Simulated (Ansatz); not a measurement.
# Pd(110) / 1 layer Rh(110) / Pd(110): resistance against film thickness, part 2 of 3

Wanted: interface resistance and thickness dependence for Pd(110) / 1 layer Rh(110) / Pd(110).

Ansatz 0.2.0; Ansatz plane-wave DFT, PBE, PAW files; ballistic transport by layer matching (Landauer), zero bias; PAW set soft_1 (the session's first sound run).

So far. Step 2 (With 1 layer): The lead's potential steps by 2.7 meV from period to period, small in itself. The program estimates the junction's conductance to 4.2 % from the k-mesh, 8.8 % from the leads' distance from neutral and 5.8 % from their steps. Step 3 (With 3 layers, film layers 3): The conductance of the junction is 8.8e14 S/m², 18 % under the 1.1e15 S/m² of the last finished run.

## (4) With 5 layers, k-mesh 14×10×1, film layers 5

The stack now holds 5 film layers; the k-mesh follows the cell, and the energies span -0.27 to 0.27 eV.

System of this step: Pd(110) / 5 layers Rh(110) / Pd(110). The cell holds 18 atoms: 13 Pd and 5 Rh. Cell: a = 2.751 Å, b = 3.890 Å, c = 24.305 Å, α = 90.0°, β = 90.0°, γ = 90.0°. It derives from Pd and Rh. Regions: lead, 13 atoms (13 Pd); films, 5 atoms (5 Rh). The structure is stacked along c, and the current runs across the ab planes.

input.yaml reads:

```yaml
crystal:
  lattice:
    - [2.7505039575, 0.0, 0.0]
    - [0.0, 3.8898, 0.0]
    - [0.0, 0.0, 24.3049117165]
  atoms:
    - { symbol: Pd, position: [0.0, 0.0, 0.0282916473] }
    - { symbol: Pd, position: [0.5, 0.5, 0.0848749418] }
    - { symbol: Pd, position: [0.0, 0.0, 0.1414582364] }
    - { symbol: Pd, position: [0.5, 0.5, 0.1980415309] }
    - { symbol: Pd, position: [0.0, 0.0, 0.2546248255] }
    - { symbol: Pd, position: [0.5, 0.5, 0.31120812] }
    - { symbol: Rh, position: [0.0, 0.0, 0.3659414844] }
    - { symbol: Rh, position: [0.5, 0.5, 0.4188249186] }
    - { symbol: Rh, position: [0.0, 0.0, 0.4717083527] }
    - { symbol: Rh, position: [0.5, 0.5, 0.5245917869] }
    - { symbol: Rh, position: [0.0, 0.0, 0.5774752211] }
    - { symbol: Pd, position: [0.5, 0.5, 0.6322085854] }
    - { symbol: Pd, position: [0.0, 0.0, 0.68879188] }
    - { symbol: Pd, position: [0.5, 0.5, 0.7453751745] }
    - { symbol: Pd, position: [0.0, 0.0, 0.8019584691] }
    - { symbol: Pd, position: [0.5, 0.5, 0.8585417636] }
    - { symbol: Pd, position: [0.0, 0.0, 0.9151250582] }
    - { symbol: Pd, position: [0.5, 0.5, 0.9717083527] }
kpoints:
  mp_grid: { grid: [14, 10, 1] }
hamiltonian:
  xc: pbe
  pseudopotentials: { kind: paw, azcp: { folder: soft_1 } }
scf:
  occupations: { method: fermi_dirac, width: 0.1 }
output:
  transmission:
    leads: [[0, 1]]
    kmesh: [26, 18]
    e_range: [-0.27, 0.27]
    de: 0.036
  write_potential: true
  write_density: true
  volumetric_format: npy
```

Launch:

```sh
$ ansatz run input.yaml --threads 4 --pin off --max-ram 8192MiB --backend cpu --events-out ev --progress --plain --runs-dir out
```

Numbers of over 12 decimals in the logs are rounded to 6 here.

What it wrote:

```text
[...]
Crystal: 18 atoms, lattice volume = 260.036 Å³
Basis set: ecut = 420 eV, 5105 PW (Γ)
Bands: 192, of which v1, the nominal top of the filled ones, is band 160 counted from 1 (159 counted from 0)
Symmetry: 8 space group operations
[...]
k-points: 48 of 140
[...]
--- Transmission ---
  basis      : 93 plane waves across, 44 finite elements along
  points     : 140, standing for a mesh of 26 x 18
[...]
filled         : 25.1 meV over the level at which it is neutral
    channels       : 2.155983e0 a spin
[...]
slowest decay  : 0.0139 /Å at (0.3462, 0.4444)
  junction   : crystal 0 to crystal 0, 0.00 to 21.55 Å
    transmission   : 1.175560e0 a spin
[...]
resistance     : 5.2713e-4 Ω µm² beyond half of each lead's own
[key lines of the parts left out:]
SCF converged after 12 iterations
Free energy (F): -122662.458787 eV
Fermi energy:    20.446734 eV
```

Wall time 8 min (4 threads of Arm Neoverse V1, shared host); peak memory 2.2 GiB.

This step gave:

| Quantity | Value |
| --- | --- |
| free energy | -122662.4588 eV |
| energy at zero smearing | -122661.9444 eV |
| Fermi energy | 20.45 eV |
| step of the lead's potential | 0.8 meV |
| ballistic conductance of the lead | 1.66e15 S/m² |
| estimated errors of the lead's conductance | 0, 3.7, 8.2 % (band edges, k-mesh, distance from neutral) |
| lead conductance per cell | 2.291 G₀ |
| conductance of the junction | 8.86e14 S/m² |
| junction conductance per cell | 1.224 G₀ |
| estimated errors of the junction's conductance | 0.6, 3, 5, 0.8, 4.3 % (energy step, band edges, k-mesh, leads' steps, distance from neutral) |
| area resistance that the stack adds (contact term taken off, spin by spin) | 0.5271 fΩ m² |

Per spin. The transmission, zone mean by energy, zero at the Fermi level:

| energy (eV) | transmission, zone mean |
| --- | --- |
| -0.270 | 1.84 |
| -0.234 | 1.77 |
| -0.198 | 1.75 |
| -0.162 | 1.64 |
| -0.126 | 1.55 |
| -0.090 | 1.45 |
| -0.054 | 1.33 |
| -0.018 | 1.24 |
| 0.018 | 1.18 |
| 0.054 | 1.13 |
| 0.090 | 1.10 |
| 0.126 | 1.02 |
| 0.162 | 0.947 |
| 0.198 | 0.896 |
| 0.234 | 0.834 |
| 0.270 | 0.760 |

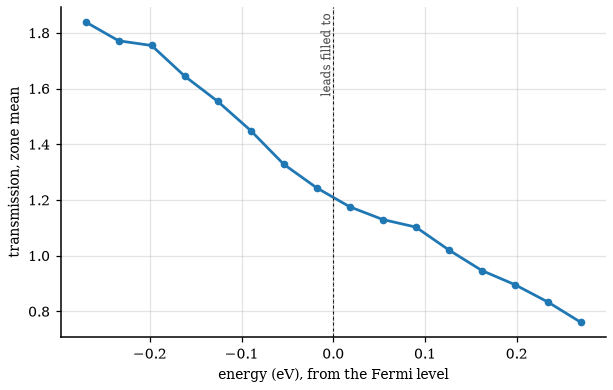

Transmission, zone mean against energy.

The conductance of the junction is 8.9e14 S/m², 0.24 % over the 8.8e14 S/m² of the last finished run, within the error estimates, leads' steps apart, of 6.9 and 5 %.

## (5) With 7 layers, k-mesh 14×10×1, film layers 7

The stack now holds 7 film layers; the k-mesh follows the cell, and the energies span -0.27 to 0.27 eV.

System of this step: Pd(110) / 7 layers Rh(110) / Pd(110). The cell holds 20 atoms: 13 Pd and 7 Rh. Cell: a = 2.751 Å, b = 3.890 Å, c = 26.876 Å, α = 90.0°, β = 90.0°, γ = 90.0°. It derives from Pd and Rh. Regions: lead, 13 atoms (13 Pd); films, 7 atoms (7 Rh). The structure is stacked along c, and the current runs across the ab planes.

input.yaml, the sections that differ from step 4:

```yaml
crystal:
  lattice:
    - [2.7505039575, 0.0, 0.0]
    - [0.0, 3.8898, 0.0]
    - [0.0, 0.0, 26.8755661137]
  atoms:
    - { symbol: Pd, position: [0.0, 0.0, 0.0255855444] }
    - { symbol: Pd, position: [0.5, 0.5, 0.0767566331] }
    - { symbol: Pd, position: [0.0, 0.0, 0.1279277219] }
    - { symbol: Pd, position: [0.5, 0.5, 0.1790988106] }
    - { symbol: Pd, position: [0.0, 0.0, 0.2302698994] }
    - { symbol: Pd, position: [0.5, 0.5, 0.2814409881] }
    - { symbol: Rh, position: [0.0, 0.0, 0.3309390929] }
    - { symbol: Rh, position: [0.5, 0.5, 0.3787642138] }
    - { symbol: Rh, position: [0.0, 0.0, 0.4265893347] }
    - { symbol: Rh, position: [0.5, 0.5, 0.4744144556] }
    - { symbol: Rh, position: [0.0, 0.0, 0.5222395765] }
    - { symbol: Rh, position: [0.5, 0.5, 0.5700646974] }
    - { symbol: Rh, position: [0.0, 0.0, 0.6178898183] }
    - { symbol: Pd, position: [0.5, 0.5, 0.6673879231] }
    - { symbol: Pd, position: [0.0, 0.0, 0.7185590119] }
    - { symbol: Pd, position: [0.5, 0.5, 0.7697301006] }
    - { symbol: Pd, position: [0.0, 0.0, 0.8209011894] }
    - { symbol: Pd, position: [0.5, 0.5, 0.8720722781] }
    - { symbol: Pd, position: [0.0, 0.0, 0.9232433669] }
    - { symbol: Pd, position: [0.5, 0.5, 0.9744144556] }
# kpoints, hamiltonian, scf, output: as in step 4
```

What it wrote:

```text
[...]
Crystal: 20 atoms, lattice volume = 287.539 Å³
Basis set: ecut = 420 eV, 5645 PW (Γ)
Bands: 212, of which v1, the nominal top of the filled ones, is band 177 counted from 1 (176 counted from 0)
Symmetry: 8 space group operations
[...]
k-points: 48 of 140
[...]
--- Transmission ---
  basis      : 93 plane waves across, 52 finite elements along
  points     : 140, standing for a mesh of 26 x 18
[...]
filled         : 27.4 meV over the level at which it is neutral
    channels       : 2.121795e0 a spin
[...]
slowest decay  : 0.0127 /Å at (0.3462, 0.4444)
  junction   : crystal 0 to crystal 0, -0.00 to 24.13 Å
    transmission   : 1.087710e0 a spin
[...]
resistance     : 5.8902e-4 Ω µm² beyond half of each lead's own
[key lines of the parts left out:]
SCF converged after 12 iterations
Free energy (F): -135468.299640 eV
Fermi energy:    20.637595 eV
```

Elapsed: 8.8 min, on 4 threads; peak memory 2.6 GiB.

Numbers from this step:

| Property | Result |
| --- | --- |
| free energy | -135468.2996 eV |
| energy at zero smearing | -135467.7470 eV |
| Fermi energy | 20.64 eV |
| step of the lead's potential | 1.5 meV |
| ballistic conductance of the lead | 1.64e15 S/m² |
| estimated errors of the lead's conductance | 0, 3.7, 9 % (band edges, k-mesh, distance from neutral) |
| lead conductance per cell | 2.268 G₀ |
| conductance of the junction | 8.35e14 S/m² |
| junction conductance per cell | 1.154 G₀ |
| estimated errors of the junction's conductance | 0.2, 3, 5, 2.5, 6.6 % (energy step, band edges, k-mesh, leads' steps, distance from neutral) |
| area resistance that the stack adds (contact term taken off, spin by spin) | 0.5890 fΩ m² |

Per spin. The transmission, zone mean by energy, zero at the Fermi level:

| energy (eV) | transmission, zone mean |
| --- | --- |
| -0.270 | 1.82 |
| -0.234 | 1.79 |
| -0.198 | 1.79 |
| -0.162 | 1.65 |
| -0.126 | 1.54 |
| -0.090 | 1.39 |
| -0.054 | 1.30 |
| -0.018 | 1.19 |
| 0.018 | 1.09 |
| 0.054 | 0.997 |
| 0.090 | 0.941 |
| 0.126 | 0.953 |
| 0.162 | 0.887 |
| 0.198 | 0.844 |
| 0.234 | 0.791 |
| 0.270 | 0.715 |

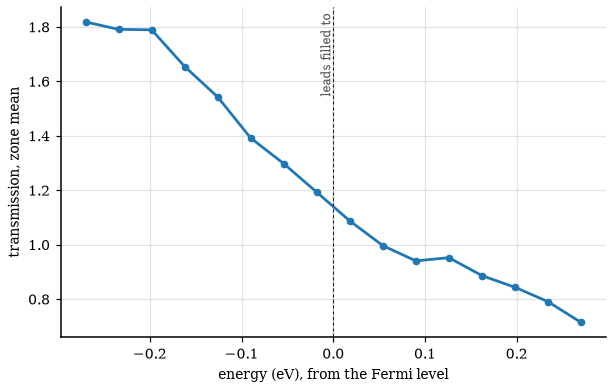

Transmission, zone mean, plotted against energy.

The conductance of the junction is 8.4e14 S/m², 5.8 % under the 8.9e14 S/m² of the last finished run, within the error estimates, leads' steps apart, of 5 and 6.6 %.

## (6) With 9 layers, k-mesh 14×10×1, film layers 9

The stack now holds 9 film layers; the k-mesh follows the cell, and the energies span -0.27 to 0.27 eV.

System of this step: Pd(110) / 9 layers Rh(110) / Pd(110). The cell holds 22 atoms: 13 Pd and 9 Rh. Its edges and angles: a = 2.751 Å, b = 3.890 Å, c = 29.446 Å, α = 90.0°, β = 90.0°, γ = 90.0°. It derives from Pd and Rh. Regions: lead, 13 atoms (13 Pd); films, 9 atoms (9 Rh). The structure is stacked along c, and the current runs across the ab planes.

input.yaml, the sections that differ from step 5:

```yaml
crystal:
  lattice:
    - [2.7505039575, 0.0, 0.0]
    - [0.0, 3.8898, 0.0]
    - [0.0, 0.0, 29.4462205109]
  atoms:
    - { symbol: Pd, position: [0.0, 0.0, 0.0233519269] }
    - { symbol: Pd, position: [0.5, 0.5, 0.0700557808] }
    - { symbol: Pd, position: [0.0, 0.0, 0.1167596346] }
    - { symbol: Pd, position: [0.5, 0.5, 0.1634634884] }
    - { symbol: Pd, position: [0.0, 0.0, 0.2101673423] }
    - { symbol: Pd, position: [0.5, 0.5, 0.2568711961] }
    - { symbol: Rh, position: [0.0, 0.0, 0.3020481175] }
    - { symbol: Rh, position: [0.5, 0.5, 0.3456981064] }
    - { symbol: Rh, position: [0.0, 0.0, 0.3893480953] }
    - { symbol: Rh, position: [0.5, 0.5, 0.4329980842] }
    - { symbol: Rh, position: [0.0, 0.0, 0.4766480731] }
    - { symbol: Rh, position: [0.5, 0.5, 0.520298062] }
    - { symbol: Rh, position: [0.0, 0.0, 0.5639480509] }
    - { symbol: Rh, position: [0.5, 0.5, 0.6075980398] }
    - { symbol: Rh, position: [0.0, 0.0, 0.6512480287] }
    - { symbol: Pd, position: [0.5, 0.5, 0.6964249501] }
    - { symbol: Pd, position: [0.0, 0.0, 0.7431288039] }
    - { symbol: Pd, position: [0.5, 0.5, 0.7898326577] }
    - { symbol: Pd, position: [0.0, 0.0, 0.8365365116] }
    - { symbol: Pd, position: [0.5, 0.5, 0.8832403654] }
    - { symbol: Pd, position: [0.0, 0.0, 0.9299442192] }
    - { symbol: Pd, position: [0.5, 0.5, 0.9766480731] }
# kpoints, hamiltonian, scf, output: as in step 5
```

What it wrote:

```text
[...]
Crystal: 22 atoms, lattice volume = 315.042 Å³
Basis set: ecut = 420 eV, 6187 PW (Γ)
Bands: 233, of which v1, the nominal top of the filled ones, is band 194 counted from 1 (193 counted from 0)
Symmetry: 8 space group operations
[...]
k-points: 48 of 140
[...]
--- Transmission ---
  basis      : 93 plane waves across, 57 finite elements along
  points     : 140, standing for a mesh of 26 x 18
[...]
filled         : 32.1 meV over the level at which it is neutral
    channels       : 2.036325e0 a spin
[...]
slowest decay  : 0.0094 /Å at (0.3462, 0.4444)
  junction   : crystal 0 to crystal 0, 0.00 to 26.70 Å
    transmission   : 1.114913e0 a spin
[...]
resistance     : 5.7667e-4 Ω µm² beyond half of each lead's own
[key lines of the parts left out:]
SCF converged after 12 iterations
Free energy (F): -148274.026778 eV
Fermi energy:    20.798037 eV
```

It took 10 min on 4 threads; peak memory 3.1 GiB; 36 min of CPU time.

This step gave:

```yaml
free_energy: -148274.0268 eV
energy_at_zero_smearing: -148273.4265 eV
fermi_energy: 20.80 eV
step_of_the_lead_s_potential: 1.9 meV
ballistic_conductance_of_the_lead: 1.62e15 S/m²
estimated_errors_of_the_lead_s_conductance: 0, 3.7, 10.6 % (band edges, k-mesh, distance from neutral)
lead_conductance_per_cell: 2.231 G₀
conductance_of_the_junction: 8.37e14 S/m²
junction_conductance_per_cell: 1.156 G₀
estimated_errors_of_the_junction_s_conductance: 1.1, 2.5, 5.2, 3.4, 5.7 % (energy step, band edges, k-mesh, leads' steps, distance from neutral)
area_resistance_that_the_stack_adds_contact_term_taken_off_spin_by_spin: 0.5767 fΩ m²
```

Per spin. Transmission, zone mean against energy, zero at the Fermi level:

| energy (eV) | transmission, zone mean |
| --- | --- |
| -0.270 | 1.67 |
| -0.234 | 1.66 |
| -0.198 | 1.64 |
| -0.162 | 1.51 |
| -0.126 | 1.42 |
| -0.090 | 1.33 |
| -0.054 | 1.26 |
| -0.018 | 1.19 |
| 0.018 | 1.11 |
| 0.054 | 1.05 |
| 0.090 | 0.944 |
| 0.126 | 0.889 |
| 0.162 | 0.864 |
| 0.198 | 0.833 |
| 0.234 | 0.757 |
| 0.270 | 0.745 |

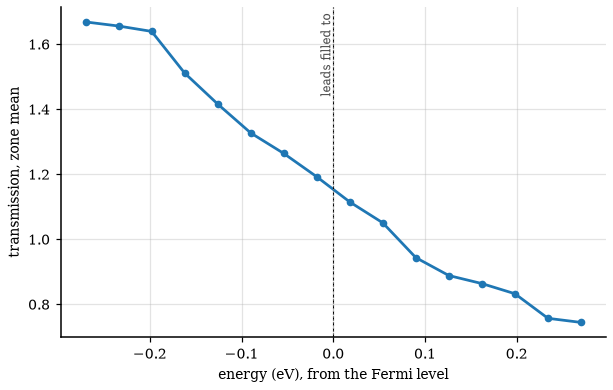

Transmission, zone mean, plotted against energy.

The conductance of the junction is 8.4e14 S/m², 0.21 % over the 8.4e14 S/m² of the last finished run, within the error estimates, leads' steps apart, of 6.6 and 5.7 %.

## (7) Cost and result by level

Times are for 4 threads of Arm Neoverse V1, shared host. The runs compared:

| no. | film layers | area resistance that the stack adds (contact term taken off, spin by spin) (fΩ m²) | conductance of the junction (S/m²) | time | memory (GiB) |
| --- | --- | --- | --- | --- | --- |
| 1 | 1 | 0.3133 | 1.08e15 | 12 min | 2.2 |
| 2 | 3 | 0.5171 | 8.84e14 | 7.8 min | 2.7 |
| 3 | 5 | 0.5271 | 8.86e14 | 8 min | 2.2 |
| 4 | 7 | 0.5890 | 8.35e14 | 8.8 min | 2.6 |
| 5 | 9 | 0.5767 | 8.37e14 | 10 min | 3.1 |

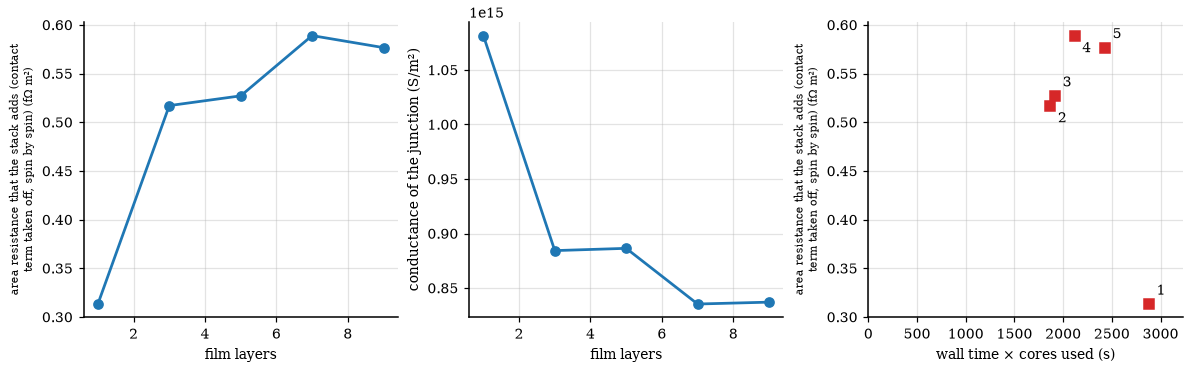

The series as plots; the last panel sets the first result against cost, with the runs numbered as in the table.

(Part 2 of 3 ends here.)

[Logs are printed without paths, hosts, clocks, repeated set-up lines and the standing remarks that a program may print on its own settings, such as how far it seeks lower states.]

[Hosts, paths, dates, database ids (printed as entryN), source tags and the programs' standing remarks are cut or masked in the printed files.]
